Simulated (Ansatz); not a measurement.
# WSi2 (Si2W-type): an atom of Si hops into a vacancy

One Si atom is taken out of a 2×1×2 supercell of WSi2 (Si2W-type). How high is the barrier for its neighbour Si4, 2.58 Å away, to move into the hole?

Program: Ansatz 0.2.0. Level of theory: DFT PBEsol, scalar-relativistic, plane waves, PAW. These are calculated values, not measurements.

## Step 1: Starting point

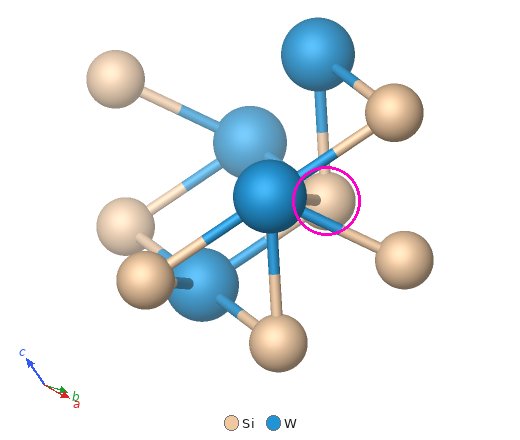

Start, viewed from a free direction; silicon light orange, tungsten blue. Each atom of the cell is drawn once, at one copy chosen for all pictures, so bonds across the cell's faces may be missing. Ringed: Si4.

The empty site lies at (1.60, 1.60, -1.29) Å, and Si4 starts at (1.60, 1.60, 1.29) Å.

As a file:

```xyz
11
Lattice="-3.2034 3.2034 7.8135 1.6017 -1.6017 3.9067 3.2034 3.2034 -7.8135" Properties=species:S:1:pos:R:3 pbc="T T T"
Si    0.0000    0.0000    2.6149
Si    0.0000    0.0000    5.1986
W     1.6017    1.6017   -3.9067
Si    1.6017    1.6017    1.2919
W     3.2034    3.2034   -7.8135
Si   -1.6017    1.6017    6.5216
Si   -1.6017    1.6017    9.1053
W     0.0000    3.2034    0.0000
Si    0.0000    3.2034    2.6149
Si    0.0000    3.2034    5.1986
W     1.6017    4.8051   -3.9067
```

The cell is a 2×1×2 repeat of the one that an earlier session relaxed at this level (13.363 Å³/atom, -0.01 GPa).

## Step 2: The supercell without the vacancy, for reference

input.yaml

```yaml
crystal:
  lattice:
    - [-3.2034200408, 3.2034200408, 7.8134584989]
    - [1.6017100204, -1.6017100204, 3.9067292494]
    - [3.2034200408, 3.2034200408, -7.8134584989]
  atoms:
    - { symbol: Si, position: [0.1673316519, 0.3346633037, 0.0] }
    - { symbol: Si, position: [0.3326683481, 0.6653366963, 0.0] }
    - { symbol: W, position: [0.0, 0.0, 0.5] }
    - { symbol: Si, position: [0.1673316519, 0.3346633037, 0.5] }
    - { symbol: Si, position: [0.3326683481, 0.6653366963, 0.5] }
    - { symbol: W, position: [0.0, 0.0, 1.0] }
    - { symbol: Si, position: [0.6673316519, 0.3346633037, 0.0] }
    - { symbol: Si, position: [0.8326683481, 0.6653366963, 0.0] }
    - { symbol: W, position: [0.5, 0.0, 0.5] }
    - { symbol: Si, position: [0.6673316519, 0.3346633037, 0.5] }
    - { symbol: Si, position: [0.8326683481, 0.6653366963, 0.5] }
    - { symbol: W, position: [0.5, 0.0, 1.0] }
basis:
  ecutwfc: 420
  ecutrho_ratio: 4
kpoints:
  mp_grid: { grid: [5, 5, 5] }
hamiltonian:
  xc: pbesol
scf:
  occupations: { method: gaussian, width: 0.05 }
output:
  forces: true
  stress: true
  eigenvalues: true
```

Launch:

```
$ ansatz run input.yaml --threads 8 --pin off --max-ram 12288MiB --backend cpu --events-out ev --progress --plain --runs-dir out
```

What it wrote (excerpt; [...] marks lines left out):

```text
Warning: RAYON_NUM_THREADS=8 ignored (pool sized by the plan → 8); use --threads N
[...]
Pseudopotentials: kind: paw
Pseudopotential: Si, paw, valence charge 4, recommended cutoff 420 eV (normal), Si.paw.azcp
Pseudopotential: W, paw, valence charge 14, recommended cutoff 420 eV (normal), W.paw.azcp
Functional definition: PBEsol
[...]
Crystal: 12 atoms, lattice volume = 160.362 Å³
Basis set: ecut = 420 eV, 3129 PW (Γ), exchange–correlation on 128×64×128 points (8 copies of the dense FFT grid, shifted against one another)
Bands: 56, of which v1, the nominal top of the filled ones, is band 44 counted from 1 (43 counted from 0)
Symmetry: 16 space group operations
Space group: I4/mmm (ITA 139), of the structure as read, at distance tolerance 5.4e-5 Å
[...]
Entropy (-TS):   -0.002943 eV (-0.245 meV/atom)
Fermi energy:    16.808913 eV
[...]
--- Forces (eV/Å), atoms counted from 1 ---
  atom   1  Si     0.00448120    -0.00448120     0.02214133
  atom   2  Si    -0.00448120     0.00448120    -0.02214133
  atom   3  W     -0.00000000    -0.00000000     0.00000000
  atom   4  Si     0.00448120    -0.00448120     0.02214133
  atom   5  Si    -0.00448120     0.00448120    -0.02214133
  atom   6  W      0.00000000    -0.00000000     0.00000000
  atom   7  Si     0.00448120    -0.00448120     0.02214133
  atom   8  Si    -0.00448120     0.00448120    -0.02214133
[...]
--- Stress (GPa, compression-positive) ---
        0.024324      -0.128130      -0.054409
       -0.128130       0.024324       0.054409
       -0.054409       0.054409      -0.037032
  P = ⅓ Tr σ = 0.0039 GPa (0.039 kbar)
--- Band table (eV; the first three rows and the last of 39) ---
[...]
```

It took 6.4 s on 8 threads of an x86-64 CPU, shared host; peak memory 0.97 GiB.

This gives: volume 13.363 Å³/atom, pressure 0.00 GPa, metallic.

## Step 3: Relaxing the first end

input.yaml, as its differences from that of step 2:

```diff
@@ -9,3 +9,2 @@
     - { symbol: W, position: [0.0, 0.0, 0.5] }
-    - { symbol: Si, position: [0.1673316519, 0.3346633037, 0.5] }
     - { symbol: Si, position: [0.3326683481, 0.6653366963, 0.5] }
@@ -31 +30,4 @@
   eigenvalues: true
+relax:
+  f_tol: 0.03
+  max_steps: 30
```

Launch:

```
$ ansatz run input.yaml --threads 8 --pin off --max-ram 12288MiB --backend cpu --events-out ev --progress --plain --runs-dir out
```

What it wrote (excerpt; [...] marks lines left out):

```text
Warning: output.stress: scf.convergence.dr2_threshold = 1e-7 eV (the SCF's general default) is looser than the 1.1e-9 eV advised for a printed stress (1e-10 eV for each atom of the cell: 11). What an SCF threshold leaves in a stress goes as its square root, and in the free energy as the [...]
Warning: RAYON_NUM_THREADS=8 ignored (pool sized by the plan → 8); use --threads N
[...]
[... 3 set-up lines as earlier in the session ...]
[...]
relax step   2: F+E_penalty+E_count = -45378.81531689 eV  Δ(F+E_penalty+E_count) = -5.950e-2 eV  max|allowed force component| = 4.203e-1 eV/Å  Δτ_max = 0.0863 Å  (6 SCF iters, dr2 threshold 2.27e-5 eV, accepted)
[...]
relax step   3: F+E_penalty+E_count = -45378.84443486 eV  Δ(F+E_penalty+E_count) = -2.912e-2 eV  max|allowed force component| = 9.717e-2 eV/Å  Δτ_max = 0.0334 Å  (6 SCF iters, dr2 threshold 1.10e-5 eV, accepted)
[...]
SCF iter   4: F=—  HF=-45378.846563 eV  |F-HF|=—  |Δ(HF+E_count)|=   1.16e-4  Δρ=1.47e-5  dr2=1.12e-6  ethr=7.44e-9  ⟨swp⟩=2.1  Hψ=3186  notcnv=0  defer=140
[...]
```

## Step 4: More of the same log: one Si removed, atoms relaxed

Output, continued:

```text
SCF iter   5: F=-45378.846563 eV  HF=-45378.846563 eV  |F-HF|=2.21e-8  |Δ(HF+E_count)|=   1.82e-7  Δρ=4.43e-6  dr2=6.07e-8  ethr=1.33e-9  ⟨swp⟩=2.0  Hψ=2742  notcnv=0  defer=140
SCF iter   6: F=-45378.846563 eV  HF=-45378.846563 eV  |F-HF|=2.10e-9  |Δ(HF+E_count)|=   4.32e-9  Δρ=1.28e-6  dr2=6.34e-9  ethr=7.22e-11  ⟨swp⟩=10.7  Hψ=8891  notcnv=0
SCF 4 converged in 6 iterations: F = -45378.846563 eV  dr2 = 6.34e-9
relax step   4: F+E_penalty+E_count = -45378.84656311 eV  Δ(F+E_penalty+E_count) = -2.128e-3 eV  max|allowed force component| = 3.736e-2 eV/Å  Δτ_max = 0.0156 Å  (6 SCF iters, accepted)
SCF iter   1: F=—  HF=-45378.847139 eV  |F-HF|=—  |Δ(HF+E_count)|=         —  Δρ=3.87e-4  dr2=3.66e-4  ethr=8.75e-6  ⟨swp⟩=2.0  Hψ=3995  notcnv=0  defer=131
preconditioner: auto → Kerker (q_TF=auto, 2.450 Å⁻¹)  [metal: Δε(μ)=0.027 eV  Ē_g=6.957 eV  σ=0.050 eV  W_gap=0.30  n_scr=40 (ndim 8)  ℏωp=21.1 eV  f_vac=0.000  D(μ)=4.14/eV (n_scr^D=28)]
SCF iter   2: F=—  HF=-45378.847088 eV  |F-HF|=—  |Δ(HF+E_count)|=   5.04e-5  Δρ=2.31e-4  dr2=1.30e-4  ethr=4.36e-7  ⟨swp⟩=1.2  Hψ=2385  notcnv=0  defer=130
SCF iter   3: F=—  HF=-45378.847059 eV  |F-HF|=—  |Δ(HF+E_count)|=   2.95e-5  Δρ=1.99e-5  dr2=6.20e-7  ethr=1.55e-7  ⟨swp⟩=2.0  Hψ=2580  notcnv=0  defer=130
SCF iter   4: F=—  HF=-45378.846944 eV  |F-HF|=—  |Δ(HF+E_count)|=   1.14e-4  Δρ=4.57e-6  dr2=6.50e-8  ethr=1.19e-10  ⟨swp⟩=10.1  Hψ=11001  notcnv=0
iter 5 did not close the SCF: its close was put off for the readings that it lacked (scf_convergence_deferred on its scf_iter line)
SCF iter   5: F=-45378.846944 eV  HF=-45378.846944 eV  |F-HF|=1.72e-9  |Δ(HF+E_count)|=   1.08e-8  Δρ=1.23e-6  dr2=4.20e-9  ethr=7.74e-11  ⟨swp⟩=2.0  Hψ=2561  notcnv=0
SCF iter   6: F=-45378.846944 eV  HF=-45378.846944 eV  |F-HF|=1.67e-10  |Δ(HF+E_count)|=  5.75e-10  Δρ=3.33e-7  dr2=4.39e-10  ethr=5.00e-12  ⟨swp⟩=1.9  Hψ=5248  notcnv=0
SCF 5 converged in 6 iterations: F = -45378.846944 eV  dr2 = 4.39e-10
relax step   5: F+E_penalty+E_count = -45378.84694419 eV  Δ(F+E_penalty+E_count) = -3.811e-4 eV  max|allowed force component| = 1.111e-2 eV/Å  Δτ_max = 0.0068 Å  (6 SCF iters, accepted)
SCF converged after 6 iterations
Free energy (F): -45378.846944 eV
Harris-Foulkes:  -45378.846944 eV  (|F-HF|=1.67e-10)
Internal energy: -45378.841767 eV  (E = F + TS)
E sigma→0 (E₀):  -45378.844356 eV
Entropy (-TS):   -0.005177 eV (-0.471 meV/atom)
Fermi energy:    14.874257 eV
--- Per-component energies (eV) ---
  E_band       = -463.464688
  E_kinetic    = 2109.822390
  E_local      = -4050.170587  (includes V_loc(G=0)·N_el)
  E_nonlocal   = 190.220821
  E_hartree    = 1556.318946
  E_xc         = -1455.902628
  E_vxc        = -1298.543315  (∫ρ·V_xc dr)
  E_paw        = -37237.353444  (= ΣΔE_a)
  E_vpaw       = -527.431320  (= ΣTr[D̂ρ^β])
  E_aug_tail   = -0.000257  (compensation charges beyond the density's cutoff)
  E_ewald      = -6492.885102
  E_core_change = 1.108093  (= ΣΔE_core)
  E_smearing   = -0.005177  (= −TS)
  E_closure    = 0.000000  (closes the sum)
  Σ components = -45378.846944   (vs F -45378.846944, Δ=0.00e0)
--- Forces (eV/Å), atoms counted from 1 ---
  atom   1  Si     0.00274764     0.00505681     0.00445117
  atom   2  Si     0.00584122    -0.00043993    -0.00566199
  atom   3  W     -0.00328059     0.00328059    -0.00456803
  atom   4  Si    -0.00688882     0.00688882     0.00730809
  atom   5  W      0.00103588    -0.01017552    -0.00671243
  atom   6  Si    -0.00505681    -0.00274764     0.00445117
  atom   7  Si     0.00043993    -0.00584122    -0.00566199
  atom   8  W      0.00061898    -0.00061898     0.01110828
  atom   9  Si     0.00294613    -0.00294613    -0.00510163
  atom  10  Si    -0.00857935     0.00857935     0.00710047
  atom  11  W      0.01017552    -0.00103588    -0.00671243
  max |Σ_I F_I| component: 6.72e-7 eV/Å
--- Stress (GPa, compression-positive) ---
       -6.191621      -0.048358      -0.713081
       -0.048358      -6.191621       0.713081
       -0.713081       0.713081       2.235473
  P = ⅓ Tr σ = -3.3826 GPa (-33.826 kbar)
--- Band table (eV; the first three rows and the last of 39) ---
  k-point 0: bands = ["-58.4958", "-58.4836", "-58.4816", "-58.4166", "-22.9418", "-22.9198", "-22.8813", "-22.8742", "-22.7783", "-22.7726", "-22.7570", "-22.7162", "-22.6994", "-22.6895", "-22.6547", "-22.6537", "1.9503", "5.6745", "5.9242", "5.9958", "6.0378", "8.0153", "8.9569", "9.0779", "9.8655", "10.1715", "10.1729", "10.7641", "11.0629", "11.2750", "12.2540", "12.2542", "12.4122", "12.7014", "12.7974", "12.8290", "13.3013", "13.5219", "13.7629", "14.2875", "14.6670", "15.0974", "15.3104", "16.2919", "18.1940", "18.2283", "18.4065", "18.6794", "18.7652", "18.9263", "19.0642", "19.0883", "19.4247"]
  k-point 1: bands = ["-58.4950", "-58.4836", "-58.4822", "-58.4168", "-22.9209", "-22.8992", "-22.8645", "-22.8564", "-22.7756", "-22.7728", "-22.7634", "-22.7309", "-22.7188", "-22.6947", "-22.6746", "-22.6695", "2.2511", "4.8512", "5.0852", "6.2809", "7.1003", "8.2420", "9.0792", "9.1932", "9.6050", "9.8786", "10.1209", "10.7660", "11.4241", "11.6095", "12.2681", "12.3504", "12.4090", "12.6536", "12.9533", "13.1485", "13.2667", "13.4278", "13.6813", "14.3626", "14.5869", "14.7854", "15.0019", "15.5349", "17.7450", "17.8814", "17.9630", "18.3159", "18.4845", "18.7527", "18.8328", "19.3918", "19.4567"]
  k-point 2: bands = ["-58.4935", "-58.4836", "-58.4834", "-58.4170", "-22.8689", "-22.8516", "-22.8207", "-22.8150", "-22.7987", "-22.7756", "-22.7681", "-22.7620", "-22.7502", "-22.7287", "-22.7237", "-22.6827", "3.0767", "4.1518", "4.3067", "5.7067", "7.8842", "8.5373", "9.5490", "9.6979", "10.1946", "10.2166", "10.4403", "10.8134", "10.9744", "11.5256", "11.8060", "12.2945", "12.5762", "12.7322", "12.8774", "12.9920", "13.1081", "13.2709", "13.3557", "13.5730", "13.8439", "14.4001", "14.9288", "15.4736", "17.4296", "17.8423", "18.0149", "18.0361", "18.6379", "18.7106", "19.2417", "19.2818", "19.5995"]
  k-point 38: bands = ["-58.4953", "-58.4836", "-58.4818", "-58.4167", "-22.9348", "-22.9061", "-22.8793", "-22.8589", "-22.7832", "-22.7717", "-22.7600", "-22.7284", "-22.7049", "-22.6929", "-22.6711", "-22.6551", "2.7491", "4.4024", "5.7141", "6.5038", "6.9371", "7.3547", "7.9710", "8.9421", "9.4892", "9.7428", "10.5030", "11.3076", "11.6541", "11.8762", "12.1596", "12.7512", "12.9103", "12.9467", "13.0314", "13.1447", "13.3300", "13.6304", "13.8840", "14.0656", "14.5939", "14.7958", "15.0039", "15.9506", "16.7307", "17.3263", "17.8255", "17.9806", "18.1380", "18.2867", "18.5072", "18.7392", "18.9329"]
--- Relaxed structure (5 steps of the walk, 5 accepted, 0 SCFs on fresh bases) ---
  F+E_penalty+E_count = -45378.84694419 eV   max|allowed force component| = 1.111e-2 eV/Å
  atoms:
    - { symbol: Si, position: [0.1692007815520175, 0.34631386588523083, 0.006457975180681543] }
    - { symbol: Si, position: [0.33049727961563913, 0.6678076956574126, -0.004101557926832487] }
    - { symbol: W, position: [-0.0039034699578069376, 0.0014462857840679133, 0.49999999999999994] }
    - { symbol: Si, position: [0.3287771445743774, 0.6504528084854642, 0.5] }
    - { symbol: W, position: [-0.003580996914536838, -0.0018804034929000846, 0.9938674959270802] }
    - { symbol: Si, position: [0.662742806371336, 0.33339791552386766, -0.006457975180681571] }
    - { symbol: Si, position: [0.8345988375424715, 0.6760108115110772, 0.004101557926832411] }
    - { symbol: W, position: [0.5061879383325516, -0.009869608555236945, 0.49999999999999994] }
    - { symbol: Si, position: [0.6651626355850887, 0.33134307702629734, 0.5000000000000001] }
    - { symbol: Si, position: [0.8404338842404793, 0.65992964382178, 0.49999999999999994] }
    - { symbol: W, position: [0.502551507158383, 0.010384604652939222, 1.0061325040729199] }
```

It took 43 s on 8 threads of an x86-64 CPU, shared host; peak memory 0.92 GiB.

The steps of the relaxation:

```csv
step,energy from step 1 (eV/cell),largest force component (eV/Å)
1,0.0000,0.6026
2,-0.0595,0.4203
3,-0.0886,0.0972
4,-0.0907,0.0374
5,-0.0911,0.0111
```

Step 1 is the start.

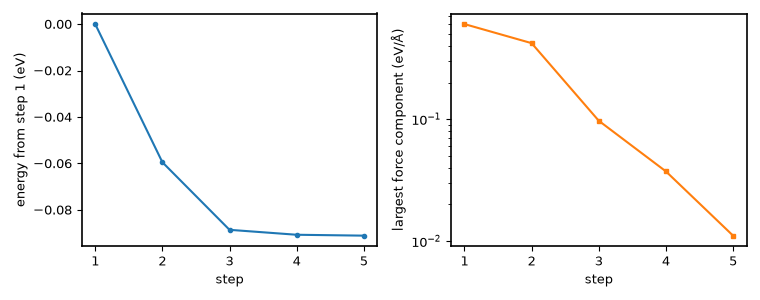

How energy and force went from step to step.

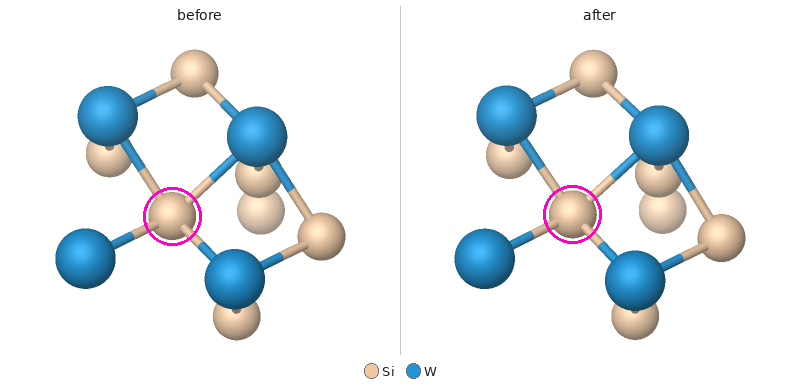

The structure before (left) and after (right), drawn at the same scale. Each atom of the cell is drawn once, at one copy chosen for all pictures, so bonds across the cell's faces may be missing.

Largest move: Si4, 0.09 Å.

## Step 5: Relaxing the second end

Si4 now sits on the site that was empty.

input.yaml, as its differences from that of step 3:

```diff
@@ -9,3 +9,3 @@
     - { symbol: W, position: [0.0, 0.0, 0.5] }
-    - { symbol: Si, position: [0.3326683481, 0.6653366963, 0.5] }
+    - { symbol: Si, position: [0.1673316519, 0.3346633037, 0.5] }
     - { symbol: W, position: [0.0, 0.0, 1.0] }
```

Launch:

```
$ ansatz run input.yaml --threads 8 --pin off --max-ram 12288MiB --backend cpu --events-out ev --progress --plain --runs-dir out
```

What it wrote (excerpt; [...] marks lines left out):

```text
Warning: output.stress: scf.convergence.dr2_threshold = 1e-7 eV (the SCF's general default) is looser than the 1.1e-9 eV advised for a printed stress (1e-10 eV for each atom of the cell: 11). What an SCF threshold leaves in a stress goes as its square root, and in the free energy as the [...]
Warning: RAYON_NUM_THREADS=8 ignored (pool sized by the plan → 8); use --threads N
[...]
[... 3 set-up lines as earlier in the session ...]
[...]
relax step   2: F+E_penalty+E_count = -45378.81531725 eV  Δ(F+E_penalty+E_count) = -5.950e-2 eV  max|allowed force component| = 4.203e-1 eV/Å  Δτ_max = 0.0863 Å  (6 SCF iters, dr2 threshold 2.27e-5 eV, accepted)
[...]
relax step   3: F+E_penalty+E_count = -45378.84443492 eV  Δ(F+E_penalty+E_count) = -2.912e-2 eV  max|allowed force component| = 9.717e-2 eV/Å  Δτ_max = 0.0334 Å  (6 SCF iters, dr2 threshold 1.10e-5 eV, accepted)
[...]
SCF iter   4: F=—  HF=-45378.846563 eV  |F-HF|=—  |Δ(HF+E_count)|=   1.18e-4  Δρ=1.47e-5  dr2=1.12e-6  ethr=7.45e-9  ⟨swp⟩=2.1  Hψ=3186  notcnv=0  defer=140
[...]
```

[end of part 1 of 3]
